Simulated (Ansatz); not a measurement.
**Geometry relaxation, with input and output: Mg₄H₂O₅ (part 3 of 3)**

Mg₄H₂O₅ (slab, 11 atoms in the cell); DFT PBE, scalar-relativistic, plane waves, PAW, no spin polarisation (Ansatz 0.2.0); cutoff 420 eV, 9×9×1 k-mesh, Gaussian smearing of 0.05 eV. The structure derives from an entry of the Crystallography Open Database. The input holds or restrains some coordinates.

Trajectory as extended XYZ, continued:
```
11
Lattice="3.0078 0.0000 0.0000 0.0000 3.0078 0.0000 0.0000 0.0000 25.7606" Properties=species:S:1:pos:R:3:forces:R:3 step=13 energy=-10575.09929
Mg    1.5039    1.5039    8.5000   -0.0004  -0.0011   0.4375
O     0.0000    0.0000    8.5000   -0.0007  -0.0018  -0.4376
Mg    0.0000    0.0000   10.6269   -0.0124  -0.0320  -0.0381
O     1.5039    1.5039   10.6269   -0.0156  -0.0404  -0.0071
Mg    1.4956    1.4829   12.7523    0.0044   0.0015  -0.0063
O    -0.0081   -0.0209   12.7446    0.0038   0.0014   0.0049
Mg   -0.0136   -0.0378   14.8462    0.0066  -0.0078  -0.0107
O     1.4905    1.4643   14.8919    0.0042   0.0017   0.0168
O     1.9109    1.9957   18.2661   -0.2562  -0.0518   0.0472
H     0.9774    2.0658   18.5734    0.2718   0.0062  -0.0052
H     1.9506    1.0908   17.8906   -0.0059   0.1234  -0.0013
11
Lattice="3.0078 0.0000 0.0000 0.0000 3.0078 0.0000 0.0000 0.0000 25.7606" Properties=species:S:1:pos:R:3:forces:R:3 step=15 energy=-10575.12850
Mg    1.5039    1.5039    8.5000    0.0000  -0.0009   0.4373
O     0.0000    0.0000    8.5000    0.0000  -0.0014  -0.4377
Mg    0.0000    0.0000   10.6269    0.0007  -0.0244   0.0002
O     1.5039    1.5039   10.6269    0.0009  -0.0308   0.0386
Mg    1.5043    1.4876   12.7646    0.0005   0.0024  -0.0182
O     0.0005   -0.0161   12.7558   -0.0007   0.0023   0.0250
Mg    0.0004   -0.0296   14.8710   -0.0005   0.0070  -0.0273
O     1.5052    1.4745   14.9157   -0.0070  -0.0035   0.0030
O     1.9583    2.3474   18.2578    0.0012   0.0068   0.0169
H     1.0626    2.4201   18.6458    0.0015  -0.0150  -0.0354
H     1.9515    1.4615   17.8402    0.0033   0.0575  -0.0024
11
Lattice="3.0078 0.0000 0.0000 0.0000 3.0078 0.0000 0.0000 0.0000 25.7606" Properties=species:S:1:pos:R:3:forces:R:3 step=17 energy=-10575.13996
Mg    1.5039    1.5039    8.5000    0.0000  -0.0003   0.4371
O     0.0000    0.0000    8.5000    0.0000  -0.0004  -0.4375
Mg    0.0000    0.0000   10.6269   -0.0008  -0.0078   0.0087
O     1.5039    1.5039   10.6269   -0.0011  -0.0097   0.0363
Mg    1.5035    1.4987   12.7638   -0.0023   0.0011   0.0125
O    -0.0006   -0.0050   12.7579   -0.0010  -0.0013  -0.0203
Mg   -0.0022   -0.0095   14.8699   -0.0029   0.0100   0.0126
O     1.5021    1.4938   14.9162   -0.0021   0.0050  -0.0121
O     2.0005    2.6373   18.1418   -0.1199  -0.2029  -0.0188
H     1.1007    2.7054   18.5306    0.1430  -0.0183  -0.1027
H     1.9958    1.7463   17.7219   -0.0130   0.2216   0.0848
11
Lattice="3.0078 0.0000 0.0000 0.0000 3.0078 0.0000 0.0000 0.0000 25.7606" Properties=species:S:1:pos:R:3:forces:R:3 step=19 energy=-10575.14950
Mg    1.5039    1.5039    8.5000   -0.0002   0.0006   0.4373
O     0.0000    0.0000    8.5000   -0.0003   0.0009  -0.4376
Mg    0.0000    0.0000   10.6269   -0.0060   0.0158  -0.0034
O     1.5039    1.5039   10.6269   -0.0077   0.0199   0.0304
Mg    1.5001    1.5144   12.7623   -0.0038  -0.0005  -0.0053
O    -0.0041    0.0104   12.7546   -0.0009  -0.0012   0.0127
Mg   -0.0090    0.0200   14.8677   -0.0084   0.0063   0.0168
O     1.4948    1.5237   14.9124   -0.0011  -0.0128  -0.0038
O     2.1380    2.7628   17.9647   -0.1025  -0.0368  -0.0107
H     1.2276    2.8853   18.3160    0.1775  -0.0930  -0.0965
H     2.1025    1.8824   17.5307   -0.0469   0.1005   0.0602
11
Lattice="3.0078 0.0000 0.0000 0.0000 3.0078 0.0000 0.0000 0.0000 25.7606" Properties=species:S:1:pos:R:3:forces:R:3 step=22 energy=-10575.19394
Mg    1.5039    1.5039    8.5000   -0.0009   0.0007   0.4372
O     0.0000    0.0000    8.5000   -0.0014   0.0012  -0.4376
Mg    0.0000    0.0000   10.6269   -0.0255   0.0212  -0.0028
O     1.5039    1.5039   10.6269   -0.0321   0.0265   0.0256
Mg    1.4871    1.5181   12.7609   -0.0004  -0.0050  -0.0010
O    -0.0168    0.0138   12.7548    0.0001  -0.0053   0.0083
Mg   -0.0330    0.0273   14.8697    0.0053   0.0191   0.0292
O     1.4705    1.5275   14.9083    0.0030  -0.0294   0.0033
O     2.5088    2.7136   17.5335   -0.1115   0.2660   0.1303
H     1.6007    2.9101   17.8658    0.2889  -0.1691  -0.1781
H     2.4037    1.8528   17.0803   -0.1264  -0.1252  -0.0141
11
Lattice="3.0078 0.0000 0.0000 0.0000 3.0078 0.0000 0.0000 0.0000 25.7606" Properties=species:S:1:pos:R:3:forces:R:3 step=24 energy=-10575.21112
Mg    1.5039    1.5039    8.5000   -0.0004  -0.0002   0.4372
O     0.0000    0.0000    8.5000   -0.0007  -0.0003  -0.4375
Mg    0.0000    0.0000   10.6269   -0.0124  -0.0045  -0.0037
O     1.5039    1.5039   10.6269   -0.0155  -0.0058   0.0192
Mg    1.4956    1.5012   12.7591    0.0042   0.0001   0.0024
O    -0.0081   -0.0031   12.7541    0.0025  -0.0019  -0.0045
Mg   -0.0138    0.0031   14.8679    0.0230   0.0403  -0.0896
O     1.4877    1.4922   14.9029    0.0080   0.0261  -0.0016
O     2.7766    2.7058   17.2712    0.0169   0.0462   0.0532
H     1.8760    2.9201   17.5933    0.0012  -0.0657  -0.0455
H     2.6447    1.8233   16.8566   -0.0278  -0.0340   0.0707
11
Lattice="3.0078 0.0000 0.0000 0.0000 3.0078 0.0000 0.0000 0.0000 25.7606" Properties=species:S:1:pos:R:3:forces:R:3 step=26 energy=-10575.22109
Mg    1.5039    1.5039    8.5000    0.0002   0.0000   0.4374
O     0.0000    0.0000    8.5000    0.0002   0.0001  -0.4376
Mg    0.0000    0.0000   10.6269    0.0045   0.0015  -0.0307
O     1.5039    1.5039   10.6269    0.0056   0.0016  -0.0042
Mg    1.5069    1.5052   12.7529   -0.0026   0.0024  -0.0034
O     0.0030    0.0005   12.7463   -0.0062   0.0038   0.0024
Mg    0.0060    0.0125   14.8514   -0.0311  -0.0292   0.0296
O     1.5059    1.5030   14.8919   -0.0276  -0.0035   0.0115
O     2.8184    2.6999   17.3491   -0.1194  -0.2790  -0.0484
H     1.8921    2.8407   17.6430    0.0544   0.0432  -0.0114
H     2.7736    1.7764   16.9991    0.1220   0.2591   0.0547
11
Lattice="3.0078 0.0000 0.0000 0.0000 3.0078 0.0000 0.0000 0.0000 25.7606" Properties=species:S:1:pos:R:3:forces:R:3 step=28 energy=-10575.23488
Mg    1.5039    1.5039    8.5000   -0.0003   0.0002   0.4373
O     0.0000    0.0000    8.5000   -0.0005   0.0003  -0.4376
Mg    0.0000    0.0000   10.6269   -0.0092   0.0057  -0.0186
O     1.5039    1.5039   10.6269   -0.0118   0.0068   0.0105
Mg    1.4981    1.5080   12.7568   -0.0027   0.0014   0.0003
O    -0.0062    0.0032   12.7499   -0.0005   0.0038   0.0033
Mg   -0.0086    0.0173   14.8582   -0.0197  -0.0373   0.0185
O     1.4890    1.5084   14.9013    0.0177  -0.0114  -0.0137
O     3.0250    2.7200   17.3227   -0.3562  -0.5764  -0.1062
H     2.0788    2.7782   17.5930    0.2124   0.1164   0.0148
H     3.0865    1.7734   17.0217    0.1666   0.4918   0.0934
11
Lattice="3.0078 0.0000 0.0000 0.0000 3.0078 0.0000 0.0000 0.0000 25.7606" Properties=species:S:1:pos:R:3:forces:R:3 step=30 energy=-10575.25589
Mg    1.5039    1.5039    8.5000   -0.0004   0.0002   0.4374
O     0.0000    0.0000    8.5000   -0.0006   0.0003  -0.4376
Mg    0.0000    0.0000   10.6269   -0.0113   0.0055  -0.0226
O     1.5039    1.5039   10.6269   -0.0144   0.0067   0.0031
Mg    1.4966    1.5078   12.7548   -0.0010  -0.0024   0.0014
O    -0.0076    0.0034   12.7487    0.0034  -0.0023   0.0004
Mg   -0.0134    0.0124   14.8566    0.0004   0.0156  -0.0093
O     1.4917    1.5062   14.8959    0.0047  -0.0111   0.0064
O     3.2604    2.7297   17.2400   -0.3911  -0.2036   0.1579
H     2.3428    2.6740   17.5999    0.3682   0.0631  -0.1131
H     3.4565    1.8155   16.9173    0.0400   0.1286  -0.0237
11
Lattice="3.0078 0.0000 0.0000 0.0000 3.0078 0.0000 0.0000 0.0000 25.7606" Properties=species:S:1:pos:R:3:forces:R:3 step=32 energy=-10575.27105
Mg    1.5039    1.5039    8.5000   -0.0003   0.0001   0.4373
O     0.0000    0.0000    8.5000   -0.0004   0.0001  -0.4375
Mg    0.0000    0.0000   10.6269   -0.0074   0.0027  -0.0095
O     1.5039    1.5039   10.6269   -0.0091   0.0032   0.0083
Mg    1.4989    1.5059   12.7562   -0.0048  -0.0004   0.0047
O    -0.0044    0.0016   12.7522   -0.0089  -0.0037  -0.0099
Mg   -0.0155    0.0122   14.8652    0.0188   0.0089   0.0365
O     1.4941    1.5003   14.8953    0.0569  -0.0137   0.0099
O     3.4825    2.6720   17.1879   -0.0223  -0.0402  -0.0192
H     2.6245    2.4601   17.6029    0.0911  -0.0306   0.0457
H     3.8110    1.8369   16.7591   -0.1153   0.0743  -0.0660
11
Lattice="3.0078 0.0000 0.0000 0.0000 3.0078 0.0000 0.0000 0.0000 25.7606" Properties=species:S:1:pos:R:3:forces:R:3 step=34 energy=-10575.27357 accepted=F
Mg    1.5039    1.5039    8.5000    0.0000   0.0001   0.4370
O     0.0000    0.0000    8.5000   -0.0001   0.0002  -0.4373
Mg    0.0000    0.0000   10.6269   -0.0003   0.0023   0.0286
O     1.5039    1.5039   10.6269   -0.0017   0.0053  -0.0168
Mg    1.5051    1.5029   12.7497   -0.0366   0.0587   0.1791
O    -0.0014    0.0038   12.7615   -0.0003  -0.0026  -0.0829
Mg   -0.0297    0.0477   14.8997    0.0405  -0.1326  -0.2071
O     1.5100    1.5052   14.8996   -0.0613   0.0172   0.0368
O     3.4865    2.6167   17.0513    0.0666   0.0890   0.3108
H     2.8271    2.1684   17.6038   -0.0882  -0.0116  -0.0542
H     3.9678    1.8934   16.5486    0.0813  -0.0248  -0.1942
11
Lattice="3.0078 0.0000 0.0000 0.0000 3.0078 0.0000 0.0000 0.0000 25.7606" Properties=species:S:1:pos:R:3:forces:R:3 step=36 energy=-10575.28773
Mg    1.5039    1.5039    8.5000   -0.0002   0.0001   0.4371
O     0.0000    0.0000    8.5000   -0.0003   0.0002  -0.4375
Mg    0.0000    0.0000   10.6269   -0.0047   0.0038   0.0099
O     1.5039    1.5039   10.6269   -0.0060   0.0051   0.0184
Mg    1.5009    1.5062   12.7588   -0.0053   0.0126   0.0178
O    -0.0033    0.0029   12.7576    0.0083  -0.0062   0.0074
Mg   -0.0170    0.0241   14.8866   -0.0010  -0.0044  -0.0112
O     1.5111    1.4967   14.8997   -0.0053   0.0193  -0.0510
O     3.5378    2.6207   17.0862    0.1082   0.1000  -0.0708
H     2.8274    2.1827   17.5781   -0.1031  -0.0930   0.0555
H     3.9841    1.9095   16.5303    0.0078  -0.0366   0.0245
11
Lattice="3.0078 0.0000 0.0000 0.0000 3.0078 0.0000 0.0000 0.0000 25.7606" Properties=species:S:1:pos:R:3:forces:R:3 step=38 energy=-10575.28883
Mg    1.5039    1.5039    8.5000    0.0000   0.0000   0.4372
O     0.0000    0.0000    8.5000    0.0000   0.0001  -0.4374
Mg    0.0000    0.0000   10.6269   -0.0003   0.0013  -0.0035
O     1.5039    1.5039   10.6269    0.0001   0.0011   0.0026
Mg    1.5033    1.5052   12.7546   -0.0011   0.0016   0.0002
O     0.0003    0.0004   12.7535    0.0012  -0.0024  -0.0006
Mg   -0.0123    0.0179   14.8764    0.0001  -0.0041  -0.0002
O     1.5164    1.4920   14.8861   -0.0010  -0.0010  -0.0036
O     3.5428    2.5970   17.0735    0.0071   0.0169   0.0015
H     2.8385    2.1387   17.5616    0.0040  -0.0124  -0.0043
H     4.0013    1.8947   16.5143   -0.0102  -0.0011   0.0083
```

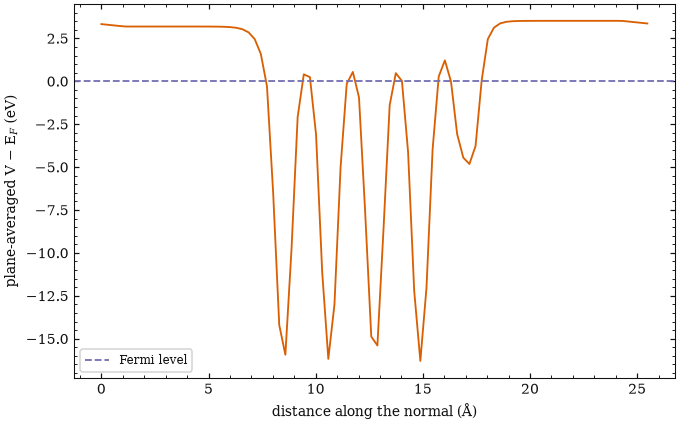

**Figure 1.** Plane average of the electrostatic potential energy of an electron across the cell, from the Fermi level. The vacuum level lies 3.52 eV above the Fermi level on the upper side and 3.19 eV on the lower.

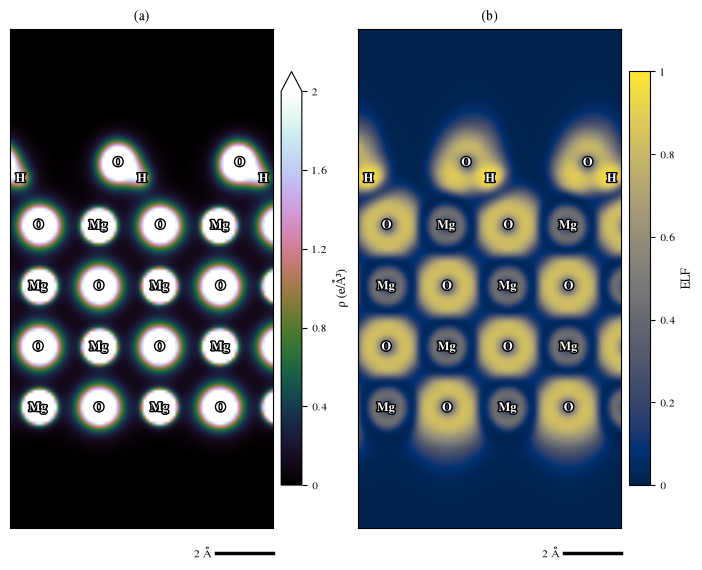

**Figure 2.** (a) valence electron density; (b) ELF on the (110) plane of the calculation cell, a cut from vacuum to vacuum. Atoms in the plane: Mg, O and H. Mg–O (2.09 Å): ρ at the midpoint is about 0.35 e/Å³; the ELF is about 0.35 at the midpoint. Mg–O (2.13 Å): ρ is about 0.32 e/Å³ halfway; the ELF is about 0.35 at the midpoint (ionic bonding with no shared pair). The density dies away to nearly zero in the vacuum. In a PAW calculation such maps are meaningful between the atoms, not at the nuclei.

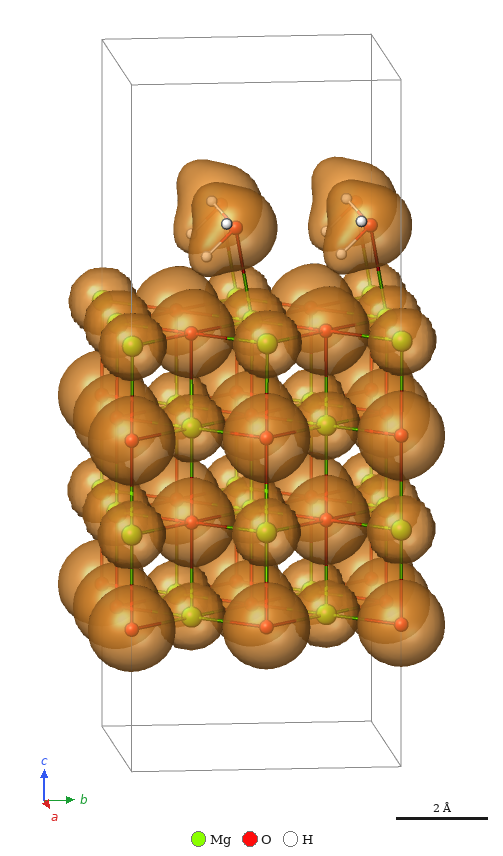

**Figure 3.** Isosurface of the valence charge density (pseudo) at 0.4 e/Å³ (orange), seen at an oblique angle. Sticks mark near contacts. At this value the density breaks into separate islands; it holds about 85 % of the electrons treated as valence (semicore included). It is pinched off along the Mg–O (2.09 Å), Mg–O (2.13 Å) and Mg–O (2.30 Å) contacts. On the grid the lowest density along these lines, outside the cores, is 2.2 e/Å³ (O–H, 0.97 Å), 0.29 e/Å³ (Mg–O, 2.09 Å), 0.27 e/Å³ (Mg–O, 2.13 Å) and 0.16 e/Å³ (Mg–O, 2.30 Å).

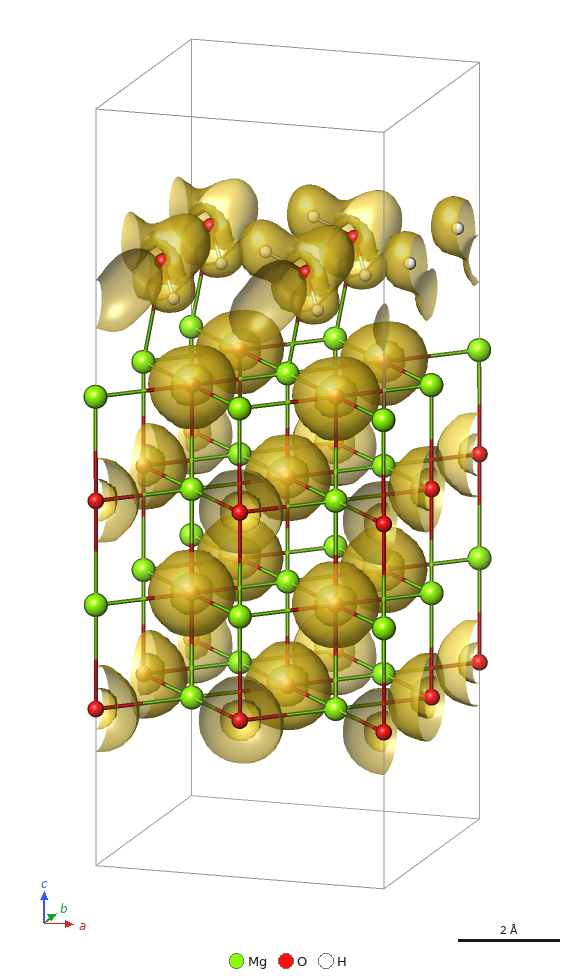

**Figure 4.** Isosurface of the ELF at 0.75 (yellow), seen slightly off an axis. Core shells and regions of very low density are left out. Sticks mark near contacts. Counts are for one cell; the picture repeats the cell along the surface. Profiles from the grid: O–H (0.97 Å): the ELF climbs to about 1 towards the hydrogen, as it does in any bond to H (a covalent bond by its length). Mg–O (2.09 Å): the ELF is about 0.35 at the midpoint.

The run was set up as follows.

Input:
```yaml
crystal:
  lattice:
    - [3.0078233108, 0.0, 0.0]
    - [0.0, 3.0078233108, 0.0]
    - [0.0, 0.0, 25.760556779]
  atoms:
    - { symbol: Mg, position: [0.5, 0.5, 0.3299618123] }
    - { symbol: O, position: [0.0, 0.0, 0.3299618123] }
    - { symbol: Mg, position: [0.0, 0.0, 0.4125241683] }
    - { symbol: O, position: [0.5, 0.5, 0.4125241683] }
    - { symbol: Mg, position: [0.5, 0.5, 0.4952935658] }
    - { symbol: O, position: [0.0, 0.0, 0.4949206501] }
    - { symbol: Mg, position: [0.0, 0.0, 0.5767466696] }
    - { symbol: O, position: [0.5, 0.5, 0.5786322709] }
    - { symbol: O, position: [0.5, 0.5, 0.6399663489] }
    - { symbol: H, position: [0.2087505127, 0.5374326684, 0.6547175829] }
    - { symbol: H, position: [0.6072218145, 0.2266303766, 0.6547175829] }
basis:
  ecutwfc: 420
kpoints:
  mp_grid: { grid: [9, 9, 1] }
hamiltonian:
  xc: pbe
scf:
  occupations: { method: gaussian, width: 0.05 }
output:
  forces: true
  eigenvalues: true
  write_density: true
  write_potential: true
  elf: true
  volumetric_format: npy
relax:
  adjacent_minimum: "off"
  f_tol: 0.03
  max_steps: 70
  constraints: [{ sites: [0, 1, 2, 3] }]
efield:
  axis: 3
  dipole_correction: true
```

Launch command:
```bash
ansatz run input.yaml --threads 4 --pin off --max-ram 10240MiB --backend cpu --events-out ev --progress --plain --runs-dir out
```

Results in brief:

- outcome: converged under the restraints of the input
- electrons treated: 72
- free energy: −10575.2888 eV
- work function, top face: 3.52 eV
- work function, bottom face: 3.19 eV
- Fermi energy: 1.385 eV
- gap on the k-point mesh: 3.37 eV
- final volume: 233.06 Å³
- work function (upper face): 3.52 eV
- largest force (length of the vector) at the end, held atoms and coordinates included: 0.437 eV/Å
- hardware: 4 threads of Intel Xeon (Sapphire Rapids), 64 GiB of memory available, shared host
- wall time: 6.3 min (CPU time 24 min)
- peak memory: 0.79 GiB

The program warns: the exchange-correlation potential is rough where the density is thin.
